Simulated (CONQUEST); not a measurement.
**PtS2: geometry relaxation (part 3 of 3)**

The same run, continued: PtS2 (C2/m, 6 atoms in the cell); Kohn-Sham DFT of a periodic cell, PBEsol, PseudoDojo NC PBEsol, no spin polarisation (CONQUEST 1.3); 5×4×3 k-mesh, fermi-dirac of 0.027 eV. The structure derives from an entry of the Crystallography Open Database. It belongs to a series of runs on one base structure; here: edges of the box strained at random at fixed volume.

Geometry of the input (Å; fractional positions):
```
3.5081  0.0000  0.0000
0.0000  5.0290  0.0000
0.0000  0.0000  6.2104
Pt 0.0000  0.0000  0.0000
Pt 0.5000  0.0000  0.5000
S  0.0000  0.7730  0.3333
S  0.5000  0.7730  0.8333
S  0.0000  0.2270  0.6667
S  0.5000  0.2270  0.1667
```

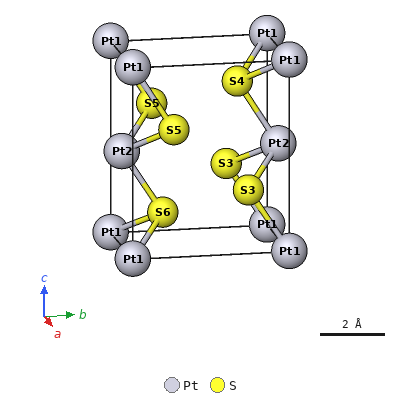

The geometry at step 5 of the log (ball-and-stick view of the cell of the calculation, seen slightly off an axis; atoms are numbered from 1 in the order of the input).

## Output, continued
```
      Atomic coordinates (a0)
         Atom         X         Y         Z  Species
            1    6.6254    0.0001    0.0041        1
            2    3.3107    9.5035    5.8640        1
            3    6.6254    6.8726    3.8969        2
            4    3.3108    6.8835    9.7616        2
            5    6.6254    2.6201    7.8424        2
            6    3.3107    2.6309    1.9711        2
    sqnm: search direction has magnitude          0.00603042

    GeomOpt - Iter:    8 MaxF:   0.00110009 Ha/a0 E:    -304.94801430 Ha dE:    -0.00007821 Ha

    Force Residual:              0.00084020 Ha/a0
    Maximum force:               0.00110009 Ha/a0
    Force tolerance:             0.00100000 Ha/a0
    Energy change:              -0.00007821 Ha
      single_step: initial energy is      -304.948014 Ha
      PulayMixSC: Starting Pulay mixing, A_up =  0.500 A_dn =  0.500
      PulayMixSC: Spin non-polarised calculation.
          Harris-Foulkes Energy            :      -304.948034223991272 Ha
          Free Energy (E-TS)               :      -304.948151599333983 Ha
      PulayMixSC: Pulay iteration     1 residual:              0.16385E-04
          Harris-Foulkes Energy            :      -304.948036103234983 Ha
          Free Energy (E-TS)               :      -304.948151881891420 Ha
      PulayMixSC: Pulay iteration     2 residual:              0.19768E-04
          Harris-Foulkes Energy            :      -304.948033168104757 Ha
          Free Energy (E-TS)               :      -304.948149502850811 Ha
      PulayMixSC: Pulay iteration     3 residual:              0.83322E-05
          Harris-Foulkes Energy            :      -304.948033110094968 Ha
          Free Energy (E-TS)               :      -304.948149557020542 Ha
      PulayMixSC: Pulay iteration     4 residual:              0.62844E-05
          Harris-Foulkes Energy            :      -304.948032834801040 Ha
          Free Energy (E-TS)               :      -304.948149078949427 Ha
      PulayMixSC: Pulay iteration     5 residual:              0.43564E-06
      PulayMixSC: Reached SCF tolerance of  0.43564E-06 after      5 iterations
      | Number of electrons      =        60.000038
      | GS Energy as E-(1/2)TS   =      -304.948090956875262 Ha
      | Free Energy as E-TS      =      -304.948149078949427 Ha
      |* Harris-Foulkes energy   =      -304.948032834801040 Ha
      |* DFT total energy        =      -304.948032831841545 Ha
      get_E_and_F: Change in energy during last step of electronic optimisation:  0.27529E-06

      force: Forces on atoms (Ha/a0)
      force:  Atom   X              Y              Z
      force:     1  -0.0004191518  -0.0003924218   0.0002670094
      force:     2  -0.0004194061   0.0003930791  -0.0002669455
      force:     3   0.0001815397  -0.0000165696  -0.0003965307
      force:     4   0.0001756072  -0.0002409567   0.0002530949
      force:     5   0.0001756194   0.0002408982  -0.0002530735
      force:     6   0.0001815286   0.0000165157   0.0003965402

      force: Maximum force :        0.00041941(Ha/a0) on atom         2 in x direction
      force: Force Residual:        0.00049824 Ha/a0
      force: Total stress:        -10.56050804     0.00000002     0.00000006 GPa
                             0.00000002    -2.16488516    -0.72735400
                             0.00000006    -0.72735400    -7.81982859
      force: Average pressure:      6.84840726 GPa

      Simulation cell dimensions:     6.6293 a0 x     9.5035 a0 x    11.7360 a0

      Atomic coordinates (a0)
         Atom         X         Y         Z  Species
            1    6.6271    0.0022   11.7358        1
            2    3.3125    9.5014    5.8683        1
            3    6.6257    6.8731    3.8926        2
            4    3.3110    6.8764    9.7580        2
            5    6.6257    2.6271    7.8461        2
            6    3.3110    2.6304    1.9754        2
    sqnm: search direction has magnitude          0.00149756

    GeomOpt - Iter:    9 MaxF:   0.00041941 Ha/a0 E:    -304.94803283 Ha dE:    -0.00001854 Ha

    Force Residual:              0.00049824 Ha/a0
    Maximum force:               0.00041941 Ha/a0
    Force tolerance:             0.00100000 Ha/a0
    Energy change:              -0.00001854 Ha

    GeomOpt converged in    9 iterations
    sqnm: maximum force below threshold:      0.00042 Ha/a0

    BIBLIOGRAPHY: Please consider citing the following references in the conquest.bib file

    CONQUEST:         Bowler2002pt, Miyazaki2004, Nakata2020
    Basis:            Bowler2019
    DM:               Bowler:2006xr
    Pseudopotentials: Hamann2013, Bowler2019
    XC references from LibXC:
```

## File coords.dat
```
    6.6293349897     0.0000000000     0.0000000000
    0.0000000000     9.5035196081     0.0000000000
    0.0000000000     0.0000000000    11.7360307134
6
  0.0000000000   0.0000000000   0.0000000000 1 T T T
  0.5000000000   0.0000000000   0.5000000000 1 T T T
  0.0000000000   0.7730000000   0.3333333330 2 T T T
  0.5000000000   0.7730000000   0.8333333330 2 T T T
  0.0000000000   0.2270000000   0.6666666670 2 T T T
  0.5000000000   0.2270000000   0.1666666670 2 T T T
```

## File coord_next.dat
```
      6.62933498970000024      0.00000000000000000      0.00000000000000000
      0.00000000000000000      9.50351960809999952      0.00000000000000000
      0.00000000000000000      0.00000000000000000     11.73603071339999993
       6
      0.99966899472951520      0.00022670741233950      0.99997759396138164     1  T  T  T
      0.49966898670356408      0.99977351060795216      0.50002241462440566     1  T  T  T
      0.99945267524473591      0.72321498885611879      0.33167758376361350     2  T  T  T
      0.49944601355025048      0.72356060643644637      0.83145287436695658     2  T  T  T
      0.99944599618499885      0.27643934041690316      0.66854713700211166     2  T  T  T
      0.49945269367298323      0.27678496029216698      0.16832241834071898     2  T  T  T
```

## Trajectory as extended XYZ (Å, eV, eV/Å), 10 frames, from step=0 to step=9
```
6
Lattice="3.5081 0.0000 0.0000 0.0000 5.0290 0.0000 0.0000 0.0000 6.2104" Properties=species:S:1:pos:R:3:forces:R:3 step=0 energy=-8296.13503
Pt    0.0000    0.0000    0.0000    0.0000   0.0000   0.0000
Pt    1.7540    0.0000    3.1052    0.0000   0.0000   0.0000
S     0.0000    3.8875    2.0701    0.0000  -4.0402  -0.3002
S     1.7540    3.8875    5.1754    0.0000  -4.0402  -0.3002
S     0.0000    1.1416    4.1403    0.0000   4.0402   0.3002
S     1.7540    1.1416    1.0351    0.0000   4.0402   0.3002
6
Lattice="3.5081 0.0000 0.0000 0.0000 5.0290 0.0000 0.0000 0.0000 6.2104" Properties=species:S:1:pos:R:3:forces:R:3 step=1 energy=-8296.74747
Pt    0.0000    0.0000    0.0000    0.0000   0.0000   0.0000
Pt    1.7540    0.0000    3.1052    0.0000   0.0000   0.0000
S     0.0000    3.8459    2.0671    0.0000  -3.2816  -0.2182
S     1.7540    3.8459    5.1723    0.0000  -3.2816  -0.2182
S     0.0000    1.1832    4.1434    0.0000   3.2816   0.2182
S     1.7540    1.1832    1.0382    0.0000   3.2816   0.2182
6
Lattice="3.5081 0.0000 0.0000 0.0000 5.0290 0.0000 0.0000 0.0000 6.2104" Properties=species:S:1:pos:R:3:forces:R:3 step=2 energy=-8297.06921
Pt    0.0000    0.0000    0.0000    0.0000   0.0000   0.0000
Pt    1.7540    0.0000    3.1052    0.0000   0.0000   0.0000
S     0.0000    3.8197    2.0654    0.0000  -2.8238  -0.1769
S     1.7540    3.8197    5.1706    0.0000  -2.8238  -0.1769
S     0.0000    1.2094    4.1451    0.0000   2.8238   0.1769
S     1.7540    1.2094    1.0398    0.0000   2.8238   0.1769
6
Lattice="3.5081 0.0000 0.0000 0.0000 5.0290 0.0000 0.0000 0.0000 6.2104" Properties=species:S:1:pos:R:3:forces:R:3 step=3 energy=-8297.30668
Pt    0.0000    0.0000    0.0000   -0.0136  -0.0006   0.0446
Pt    1.7540    0.0000    3.1052   -0.0136   0.0006  -0.0446
S     0.0000    3.7971    2.0640    0.0000  -2.4323  -0.1451
S     1.7540    3.7971    5.1692    0.0000  -2.4320  -0.1456
S     0.0000    1.2319    4.1464    0.0000   2.4320   0.1456
S     1.7540    1.2319    1.0412    0.0000   2.4323   0.1451
6
Lattice="3.5081 0.0000 0.0000 0.0000 5.0290 0.0000 0.0000 0.0000 6.2104" Properties=species:S:1:pos:R:3:forces:R:3 step=4 energy=-8297.48299
Pt    3.5079    5.0290    0.0006   -0.0043   0.0004   0.0062
Pt    1.7539    0.0000    3.1047   -0.0043  -0.0004  -0.0062
S     0.0000    3.7777    2.0629   -0.0024  -2.1157  -0.1189
S     1.7540    3.7778    5.1682   -0.0024  -2.1051  -0.1215
S     0.0000    1.2513    4.1475   -0.0024   2.1051   0.1215
S     1.7540    1.2513    1.0423   -0.0024   2.1157   0.1189
6
Lattice="3.5081 0.0000 0.0000 0.0000 5.0290 0.0000 0.0000 0.0000 6.2104" Properties=species:S:1:pos:R:3:forces:R:3 step=5 energy=-8297.88280
Pt    3.5014    5.0288    0.0216    0.1622  -0.0274  -0.7414
Pt    1.7474    0.0003    3.0836    0.1622   0.0274   0.7414
S     3.5081    3.7116    2.0687   -0.0854  -1.2648  -0.0855
S     1.7540    3.7119    5.1736   -0.0807  -0.9253  -0.1493
S     3.5081    1.3172    4.1420   -0.0807   0.9253   0.1493
S     1.7540    1.3174    1.0366   -0.0854   1.2648   0.0855
6
Lattice="3.5081 0.0000 0.0000 0.0000 5.0290 0.0000 0.0000 0.0000 6.2104" Properties=species:S:1:pos:R:3:forces:R:3 step=6 energy=-8298.04537
Pt    3.5037    5.0283    0.0112    0.0671   0.0176  -0.3032
Pt    1.7496    0.0007    3.0940    0.0671  -0.0176   0.3032
S     3.5068    3.6528    2.0651   -0.0337  -0.2839  -0.0402
S     1.7528    3.6582    5.1690   -0.0348  -0.2241  -0.0667
S     3.5068    1.3708    4.1466   -0.0348   0.2241   0.0667
S     1.7527    1.3762    1.0402   -0.0337   0.2839   0.0402
6
Lattice="3.5081 0.0000 0.0000 0.0000 5.0290 0.0000 0.0000 0.0000 6.2104" Properties=species:S:1:pos:R:3:forces:R:3 step=7 energy=-8298.05607
Pt    3.5052    5.0283    0.0026    0.0155   0.0409  -0.0222
Pt    1.7512    0.0007    3.1026    0.0155  -0.0409   0.0222
S     3.5054    3.6392    2.0655    0.0008  -0.0362  -0.0467
S     1.7514    3.6490    5.1684   -0.0027  -0.1563  -0.0440
S     3.5055    1.3800    4.1473   -0.0027   0.1563   0.0440
S     1.7513    1.3898    1.0397    0.0008   0.0362   0.0467
6
Lattice="3.5081 0.0000 0.0000 0.0000 5.0290 0.0000 0.0000 0.0000 6.2104" Properties=species:S:1:pos:R:3:forces:R:3 step=8 energy=-8298.05820
Pt    3.5060    0.0000    0.0021    0.0094   0.0106  -0.0382
Pt    1.7520    5.0290    3.1031    0.0094  -0.0105   0.0382
S     3.5060    3.6368    2.0622    0.0013  -0.0039  -0.0231
S     1.7520    3.6426    5.1656    0.0026  -0.0566  -0.0136
S     3.5060    1.3865    4.1500    0.0026   0.0566   0.0136
S     1.7520    1.3922    1.0431    0.0013   0.0039   0.0231
6
Lattice="3.5081 0.0000 0.0000 0.0000 5.0290 0.0000 0.0000 0.0000 6.2104" Properties=species:S:1:pos:R:3:forces:R:3 step=9 energy=-8298.05871
Pt    3.5069    0.0011    6.2103   -0.0216  -0.0202   0.0137
Pt    1.7529    5.0279    3.1054   -0.0216   0.0202  -0.0137
S     3.5062    3.6371    2.0599    0.0093  -0.0009  -0.0204
S     1.7521    3.6388    5.1637    0.0090  -0.0124   0.0130
S     3.5061    1.3902    4.1520    0.0090   0.0124  -0.0130
S     1.7521    1.3920    1.0454    0.0093   0.0008   0.0204
```

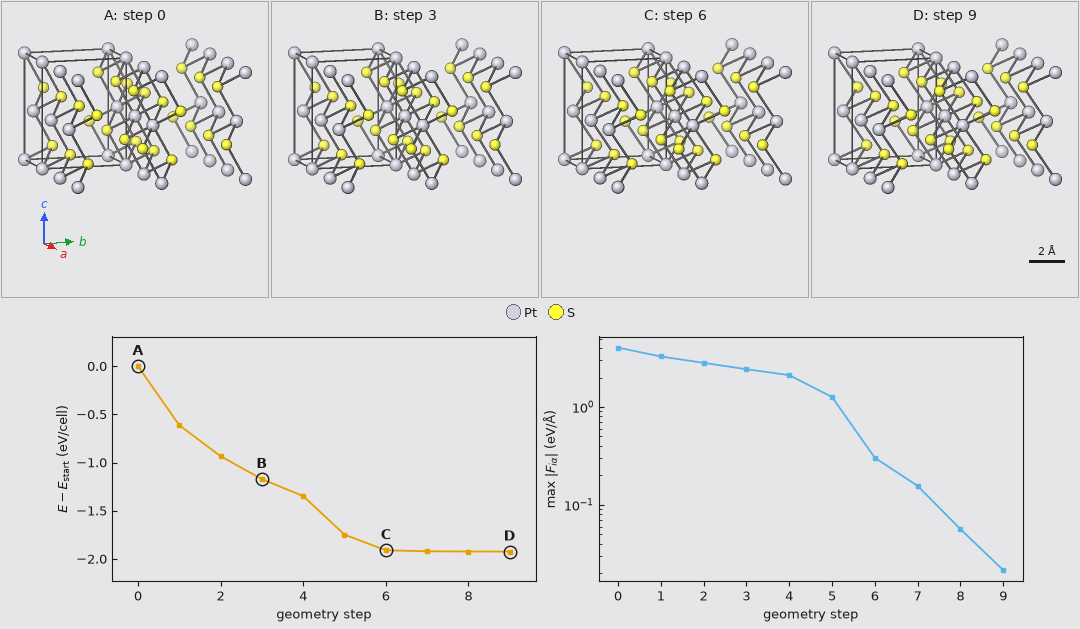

Frames of the relaxation (ball-and-stick view of the cell of the calculation, repeated 3 × 2 × 1, seen slightly off an axis) above the curves, on which the letters mark them (steps are counted from 0).

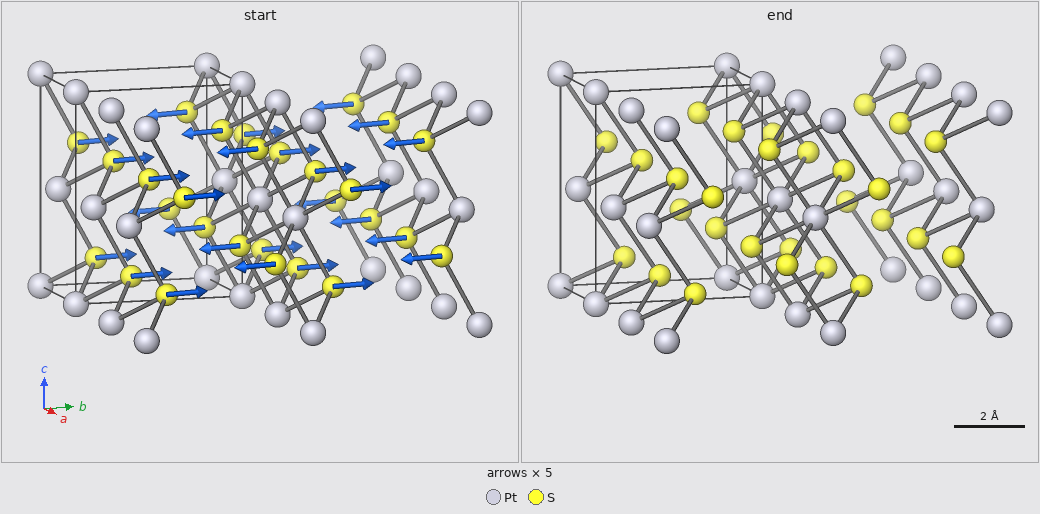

Before (left) and after (right) the relaxation, at one scale (ball-and-stick view of the cell of the calculation, repeated 3 × 2 × 1, seen slightly off an axis). The blue arrows give the displacements, magnified 5 times. Over 9 geometry steps the energy falls by 1.924 eV per cell of the calculation. Largest force component: 4 eV/Å at the start, 0.022 eV/Å at the end. The largest moves, 0.25 Å, are those of S3, S4, S5 and S6. Pt stays in place. The cell doesn't change. Among the contacts that change: Pt1–S4 2.335 → 2.472 Å, Pt1–S3 2.364 → 2.487 Å, Pt1–S5 2.364 → 2.483 Å. Among the angles that change: S3–Pt2–S3 97.4° → 90.5°, Pt1–S6–Pt1 97.4° → 90.5°, S3–Pt2–S5 82.6° → 89.5°. The space group stays C2/m (No. 12). (Atoms are counted from 1 in the order of the input.)

## Summary

| quantity | value |
| --- | --- |
| outcome | converged |
| space group (tolerance 0.01 Å) | C2/m (12) |
| electrons treated | 60 |
| free energy | −8298.0619 eV |
| Fermi energy | −4.055 eV |
| gap on the k-point mesh | none (metallic) |
| pressure | 6.85 GPa |
| final volume | 109.57 Å³ |
| largest force (length of the vector) at the end | 0.033 eV/Å |
| final cell | a = 3.508 Å, b = 5.029 Å, c = 6.210 Å, α = 90.00°, β = 90.00°, γ = 90.00° |
| wall time | 54 s |
| peak memory | 0.3 GiB |

## Remarks

Points of doubt noted for this run: small atomic basis. Spin–orbit coupling is left out, which matters for Pt.
